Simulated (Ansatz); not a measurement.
**TiN (slab): density, localisation and related maps**

```cif
data_structure
_symmetry_space_group_name_H-M 'P 1'
_symmetry_Int_Tables_number 1
_cell_length_a 2.9726
_cell_length_b 4.2039
_cell_length_c 26.8905
_cell_angle_alpha 90.000
_cell_angle_beta 90.000
_cell_angle_gamma 90.000
_cell_volume 336.04
loop_
_atom_site_label
_atom_site_type_symbol
_atom_site_fract_x
_atom_site_fract_y
_atom_site_fract_z
_atom_site_occupancy
Ti1 Ti 0.50000 0.50000 0.28553 1
N1 N 0.50000 0.00000 0.28011 1
Ti2 Ti 0.00000 0.00000 0.33099 1
N2 N 0.00000 0.50000 0.33356 1
Ti3 Ti 0.50000 0.50000 0.38899 1
N3 N 0.50000 0.00000 0.38982 1
Ti4 Ti 0.00000 0.00000 0.44582 1
N4 N 0.00000 0.50000 0.44472 1
Ti5 Ti 0.50000 0.50000 0.50000 1
N5 N 0.50000 0.00000 0.50000 1
Ti6 Ti 0.00000 0.00000 0.55418 1
N6 N 0.00000 0.50000 0.55528 1
Ti7 Ti 0.50000 0.50000 0.61101 1
N7 N 0.50000 0.00000 0.61018 1
Ti8 Ti 0.00000 0.00000 0.66901 1
N8 N 0.00000 0.50000 0.66644 1
Ti9 Ti 0.50000 0.50000 0.71447 1
N9 N 0.50000 0.00000 0.71989 1
```

Computed without spin polarisation.

Theory: Ansatz 0.2.0, DFT PBEsol, scalar-relativistic, plane waves, PAW.

In a PAW calculation such maps are meaningful between the atoms, not at the nuclei.

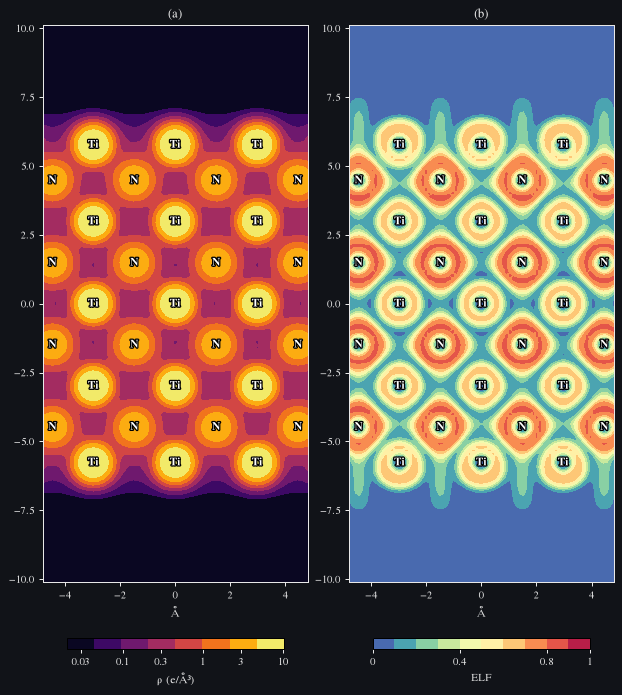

Figure 1. (a) valence electron density; (b) electron localisation function on the (010) plane of the calculation cell, a cut from vacuum to vacuum.

### Read the bonding off the picture.

- The section cuts through Ti and N sites.
- Ti–N (1.97 Å): ρ is about 0.74 e/Å³ halfway; the ELF peaks at about 0.80 in the valence shell of N, 0.6 Å from its nucleus, and is about 0.25 at the midpoint (no shared electron pair shows on this line).
- Ti–Ti (2.78 Å): ρ is about 0.25 e/Å³ halfway; the ELF is about 0.20 at the midpoint: no localised pair shows between them.
- Ti–N (2.10 Å): ρ at the midpoint is about 0.51 e/Å³; the ELF peaks at about 0.80 in the valence shell of N, 0.7 Å from its nucleus, and is about 0.15 at the midpoint; no localised pair shows between them.
- The density dies away to nearly zero in the vacuum.
- The features right at Ti lie inside the PAW spheres, where the map follows smoothed inner orbitals and isn't to be read closely.

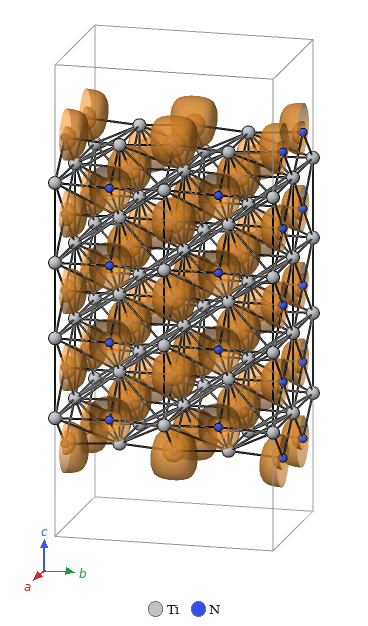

Figure 2. Isosurface of the ELF at 0.7 (orange), seen slightly off an axis. Only the valence region is drawn (cores and ρ < 0.01 e/Å³ removed). Sticks mark near contacts.

### Where are the electrons localised?

The surface consists of nine regions wrapped around N (the valence shell of each), counted in one cell of 18 atoms. Counts are for one cell; the picture repeats the cell along the surface.

### Does the calculation give a band gap?

It is metallic or semimetallic at this level of theory: no gap opens.
